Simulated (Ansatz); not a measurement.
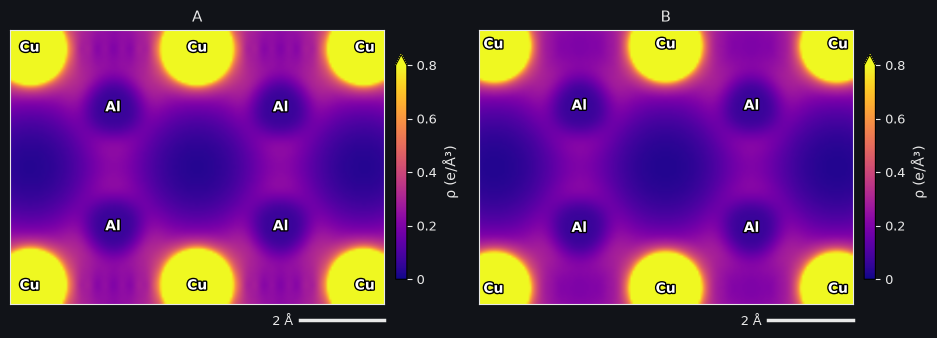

Al$_{2}$Cu. The valence pseudo-density of two cells that differ in size, on the (110) plane of each (indices in the axes of the calculation cell), at one length scale and on one colour scale: B has 16.0 Å³ an atom and A 14.7.

Space group I4/mmm; a structure from a database of computed crystals, not necessarily the ambient phase.

Theory: Ansatz, Kohn-Sham DFT of a periodic cell, LDA, Ansatz PAW.

The density is the valence pseudo-density of a PAW calculation; it isn't the true density close to the nuclei.

The larger cell:

```
Cu Al
1.0
    -2.04378    2.04378    2.86998
     2.04378   -2.04378    2.86998
     2.04378    2.04378   -2.86998
Cu Al
1 2
Cartesian
  0.0000 0.0000 2.8700
  2.0438 0.0000 1.4350
  0.0000 2.0438 1.4350
```

The smaller cell: a = 3.964 Å, b = 3.964 Å, c = 3.964 Å, α = 119.77°, β = 119.77°, γ = 90.41°.

**What does the compression do to the bonding and the properties?**

From the larger cell to the smaller, Al–Cu goes from 2.50 to 2.43 Å, and the density at its midpoint from 0.32 to 0.35 e/Å³; the pressure goes from −5.0 to 3.7 GPa.
